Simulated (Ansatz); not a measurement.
# BiOCl (P4/nmm): converging the G0W0 gap, part 2 of 2

Wanted: a G0W0 gap for BiOCl (P4/nmm) that is converged in bands and cutoff, or an estimate of the limit.

Ansatz 0.2.0; G0W0 on r2SCAN, plane waves, PAW. Known limits of the many-body steps: not at the basis limit; no spin-orbit coupling.

So far. Step 2 (290 empty bands, screening to 110 eV): The gap on the mesh goes from 3.10 eV to 3.71 eV, a correction of +0.61 eV. Between the two edge states, bare exchange in place of the xc potential would open the gap by 6.71 eV, and correlation takes back 6.10 eV. Step 3 (659 empty bands, screening to 190 eV): Against the run with 6×6×4 mesh, 290 empty bands, screening to 110 eV, hard PAW files, the gap moves by +0.15 eV.

## Step 4: 1117 empty bands, screening to 270 eV

input.yaml

```yaml
crystal:
  lattice:
    - [3.88551, 0.0, 0.0]
    - [0.0, 3.88551, 0.0]
    - [0.0, 0.0, 7.3489]
  atoms:
    - { symbol: Bi, position: [0.5, 0.0, 0.32904] }
    - { symbol: Bi, position: [0.0, 0.5, 0.67096] }
    - { symbol: Cl, position: [0.0, 0.5, 0.1472] }
    - { symbol: Cl, position: [0.5, 0.0, 0.8528] }
    - { symbol: O, position: [0.0, 0.0, 0.5] }
    - { symbol: O, position: [0.5, 0.5, 0.5] }
kpoints:
  mp_grid: { grid: [6, 6, 4] }
hamiltonian:
  xc: r2scan
  pseudopotentials: { kind: paw, source: ansatz }
scf:
  occupations: { method: fixed }
gw:
  n_empty_bands: 1117
  ecut_chi: 270.0
  qp_bands: [v2, c2]
  qp_kpoints: band_edges
  screening: { model: contour_deformation }
```

Launch:

```bash
ansatz run input.yaml --threads 4 --pin off --max-ram 138240MiB --backend cuda --events-out ev --progress --plain --runs-dir out --devices 1 --max-vram 26GiB
```

Numbers of over 12 decimals in the logs are rounded to 6 here.

The program printed:

```text
GPUs: using 1 of 1 available (devices: 1).
[...]
GPU FFT provider: cuFFT
GPU libraries: cuBLAS 13.8.2, cuFFT 12.4.0, cuSOLVER 12.3.4
Crystal: 6 atoms, lattice volume = 110.948 Å³
Basis set: ecut = 1050 eV, 8579 PW (Γ), exchange–correlation on 192×192×360 points (64 copies of the dense FFT grid, shifted against one another)
Bands: 44, of which v1, the nominal top of the filled ones, is band 36 counted from 1 (35 counted from 0)
[...]
1    38     12.4431   -10.0214    -3.8482   -14.0141  0.8221    12.5877    12.5875  root
[...]
29    35      7.8012   -26.2200     4.0982   -21.7183  0.7384     7.3954     7.3976  root
    29    36      7.8012   -26.2200     4.0982   -21.7183  0.7384     7.3954     7.3976  root
    29    37     13.5314   -11.8335    -3.9114   -15.9875  0.8078    13.7744    13.7739  root
    29    38     13.5314   -11.8335    -3.9114   -15.9875  0.8078    13.7744    13.7739  root
[key lines of the parts left out:]
SCF converged after 9 iterations
Free energy (F): -35478.388893 eV
Fermi energy:    8.501403 eV
```

Run time: 8.6 min. Hardware: 1 × NVIDIA H100 80GB HBM3 (shared by 3 runs) with 4 threads of AMD EPYC 7R13 (Zen 3), shared host; peak memory 14 GiB; 17 min of CPU time.

Numbers from this step:

```
bands summed                                 : 1153
RPA ε∞ on this mesh (eigenvalues)            : 4.360, 5.457, 5.457
plane waves in the screening matrix          : 1131
G0W0 gap on the mesh                         : 3.933 eV
k of the valence top                         : 0, 0.3333, -0.5
k of the conduction bottom                   : 0, 0, -0.5
starting gap on the mesh                     : 3.098 eV
least direct G0W0 gap on the computed points : 4.200 eV
```

Against the run with 6×6×4 mesh, 659 empty bands, screening to 190 eV, hard PAW files, the gap moves by +0.07 eV.

## Step 5: Changing the k mesh: 8×8×4 mesh, 290 empty bands, screening to 110 eV, hard PAW files

A second mesh at equal bands and cutoff isolates the sampling error. Bands and cutoff differ from the step before, so it is read against an earlier run that matches them.

input.yaml: that of step 4 with these lines changed.

```diff
@@ -13,3 +13,3 @@
 kpoints:
-  mp_grid: { grid: [6, 6, 4] }
+  mp_grid: { grid: [8, 8, 4] }
 hamiltonian:
@@ -20,4 +20,4 @@
 gw:
-  n_empty_bands: 1117
-  ecut_chi: 270.0
+  n_empty_bands: 290
+  ecut_chi: 110.0
   qp_bands: [v2, c2]
```

The program printed:

```text
GPUs: using 1 of 1 available (devices: 1).
[...]
GPU FFT provider: cuFFT
GPU libraries: cuBLAS 13.8.2, cuFFT 12.4.0, cuSOLVER 12.3.4
Crystal: 6 atoms, lattice volume = 110.948 Å³
Basis set: ecut = 1050 eV, 8579 PW (Γ), exchange–correlation on 192×192×360 points (64 copies of the dense FFT grid, shifted against one another)
Bands: 44, of which v1, the nominal top of the filled ones, is band 36 counted from 1 (35 counted from 0)
[...]
1    38     12.4431   -10.0285    -3.6051   -14.0141  0.8235    12.8248    12.8236  root
[...]
44    35      7.8012   -26.2156     4.5619   -21.7183  0.7451     7.8657     7.8658  root
    44    36      7.8012   -26.2156     4.5619   -21.7183  0.7451     7.8657     7.8658  root
    44    37     13.5314   -11.8368    -3.6208   -15.9875  0.8101    14.0638    14.0613  root
    44    38     13.5314   -11.8368    -3.6208   -15.9875  0.8101    14.0638    14.0613  root
[key lines of the parts left out:]
SCF converged after 9 iterations
Free energy (F): -35478.388917 eV
Fermi energy:    8.539837 eV
```

Elapsed: 4.3 min, on 1 × NVIDIA H100 80GB HBM3 (shared by 3 runs) with 4 threads; peak memory 4.7 GiB; 8.1 min of CPU time.

Numbers from this step:

```
bands summed                                 : 326
RPA ε∞ on this mesh (eigenvalues)            : 4.383, 5.507, 5.507
plane waves in the screening matrix          : 289
G0W0 gap on the mesh                         : 3.698 eV
k of the valence top                         : 0, 0.375, -0.5
k of the conduction bottom                   : 0, 0, -0.5
starting gap on the mesh                     : 3.059 eV
least direct G0W0 gap on the computed points : 3.965 eV
```

Against the run with 6×6×4 mesh, 290 empty bands, screening to 110 eV, hard PAW files, the gap moves by −0.013 eV, while the start moved by −0.04 eV. A band edge is found at another k point on this mesh.

## Step 6: The runs together

Times are wall times on 1 × NVIDIA H100 80GB HBM3 (shared by 3 runs) with 4 threads of AMD EPYC 7R13 (Zen 3), shared host, good to a factor of about two.

| mesh | files | frequency | bands summed | cutoff (eV) | start (eV) | G0W0 (eV) | time | host memory (GiB) |
| --- | --- | --- | --- | --- | --- | --- | --- | --- |
| 6×6×4 | hard PAW | contour deformation | 326 | 110 | 3.098 | 3.711 | 2.3 min | 3.7 |
| 6×6×4 | hard PAW | contour deformation | 695 | 190 | 3.098 | 3.861 | 4.3 min | 7.4 |
| 6×6×4 | hard PAW | contour deformation | 1153 | 270 | 3.098 | 3.933 | 8.6 min | 14 |
| 8×8×4 | hard PAW | contour deformation | 326 | 110 | 3.059 | 3.698 | 4.3 min | 4.7 |

How the two edges are built up, in eV (the quasiparticle level is the starting level plus Σx plus Σc less Vxc):

| run | edge | start | Σx | Σc | Vxc | Z | QP |
| --- | --- | --- | --- | --- | --- | --- | --- |
| 326 bands | valence top | 8.50 | -22.45 | 2.66 | -19.52 | 0.78 | 8.24 |
| 326 bands | conduction bottom | 11.60 | -9.73 | -3.44 | -13.51 | 0.83 | 11.95 |
| 695 bands | valence top | 8.50 | -22.45 | 2.38 | -19.52 | 0.77 | 7.95 |
| 695 bands | conduction bottom | 11.60 | -9.73 | -3.57 | -13.51 | 0.83 | 11.81 |
| 1153 bands | valence top | 8.50 | -22.45 | 2.25 | -19.52 | 0.77 | 7.82 |
| 1153 bands | conduction bottom | 11.60 | -9.73 | -3.63 | -13.51 | 0.83 | 11.75 |

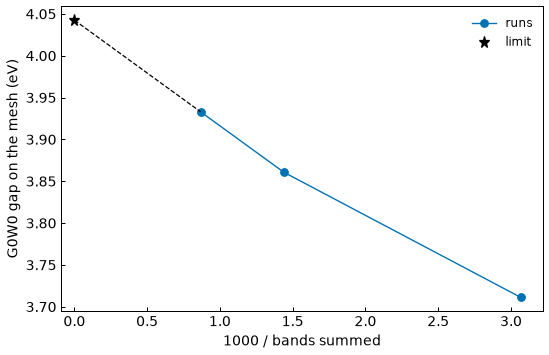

The gap against one over the number of bands; the dashed line carries the two highest rungs to the limit.

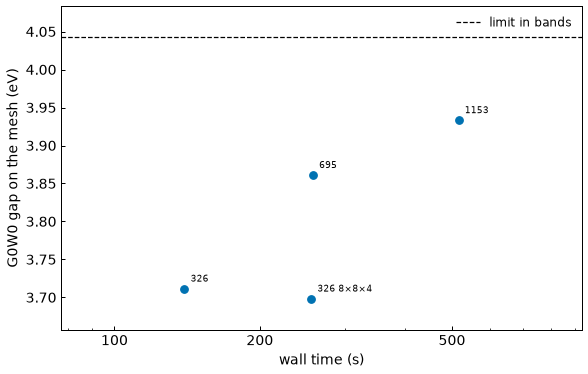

Result against wall time.

## Step 7: Results

```json
{
 "326 bands, 110 eV": "3.711 eV",
 "695 bands, 190 eV": "3.861 eV",
 "1153 bands, 270 eV": "3.933 eV",
 "estimated limit in bands and cutoff": "4.04 eV",
 "mesh and start": "6×6×4, r2SCAN"
}
```

A line in one over the bands through the two highest rungs gives 4.04 eV, +0.11 eV from the top rung; the pair below gives 3.99 eV, so the estimate is still climbing. The rungs stand 0.33 eV (326 bands), 0.18 eV (695 bands) and 0.11 eV (1153 bands) from it. From 326 to 1153 bands the gap moves by +0.22 eV while the time grows 3.7-fold. Σc changes by −0.42 eV at the valence top and −0.20 eV at the conduction bottom, so the valence edge carries most of the change. On the 8×8×4 mesh in place of 6×6×4 the gap differs by −0.01 eV, of which −0.04 eV is already in the start. Gaps are over the mesh's points; an edge off the mesh would be missed. Where an edge is built on 6p states of lead, bismuth or thallium, scalar-relativistic gaps usually stand too wide, by a few tenths to over one eV. The many-body steps are scalar-relativistic: spin-orbit coupling is not in them.

[Paths, hosts, dates, memory and timing lines, banners, echoed tables and standing remarks are left out of the program output.]

[Logs are printed without paths, hosts, clocks, repeated set-up lines and the standing remarks that a program may print on its own settings, such as how far it seeks lower states.]

[Runs of the session that timed out or met a known fault of the program may be left out.]

[Cells called generated may have been cut or substituted from an entry of the Crystallography Open Database or the Materials Project.]

[Hosts, paths, dates, database ids (printed as entryN), source tags and the programs' standing remarks are cut or masked in the printed files.]
